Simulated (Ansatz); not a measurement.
GaN

Input

```
crystal:
  lattice:
    - [2.6955547287, 0.0, 0.0]
    - [0.0, 2.6955547287, 0.0]
    - [0.0, 0.0, 2.6955547287]
  atoms:
    - { symbol: Ga, position: [0.0, 0.0, 0.0] }
    - { symbol: "N", position: [0.5, 0.5, 0.5] }
kpoints:
  mp_grid: { grid: [6, 6, 6] }
hamiltonian:
  xc: hse06
scf:
  occupations: { method: fermi_dirac, width: 0.02 }
  n_extra_bands: 4
output:
  forces: true
  stress: true
  eigenvalues: true
  write_density: true
  write_potential: true
  elf: true
  volumetric_format: npy
```

Run with:

```sh
ansatz run input.yaml --threads 2 --pin off --max-ram 2211MiB --backend cpu --events-out ev --progress --plain --runs-dir out
```

Below, planes, directions and counts refer to the conventional cell (a = 2.70 Å, b = 2.70 Å, c = 2.70 Å, α = 90.00°, β = 90.00°, γ = 90.00°).

Space group Pm-3m; started from the CsCl prototype, which need not be the ambient phase; computed pressure about −3 GPa in this cell.

Method: Ansatz, DFT, HSE06, plane waves, PAW.

Question: Predict the valence pseudo-density and electron localisation function between the atoms.

Answer: Ga–N (2.33 Å): ρ is about 0.35 e/Å³ halfway; the ELF peaks at about 0.85 in the valence shell of N, 0.7 Å from its nucleus, and is about 0.30 at the midpoint.

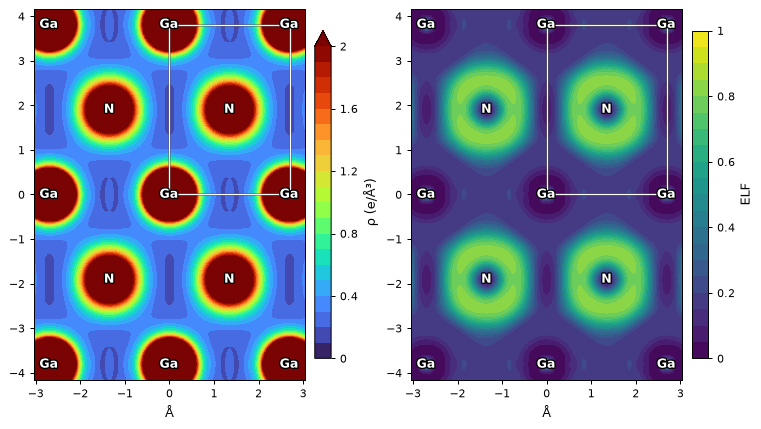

Computed valence pseudo-density and electron localisation function on the (11̄0) plane of the conventional cell, in this order. 

The density is the valence pseudo-density of a PAW calculation; it isn't the true density close to the nuclei.
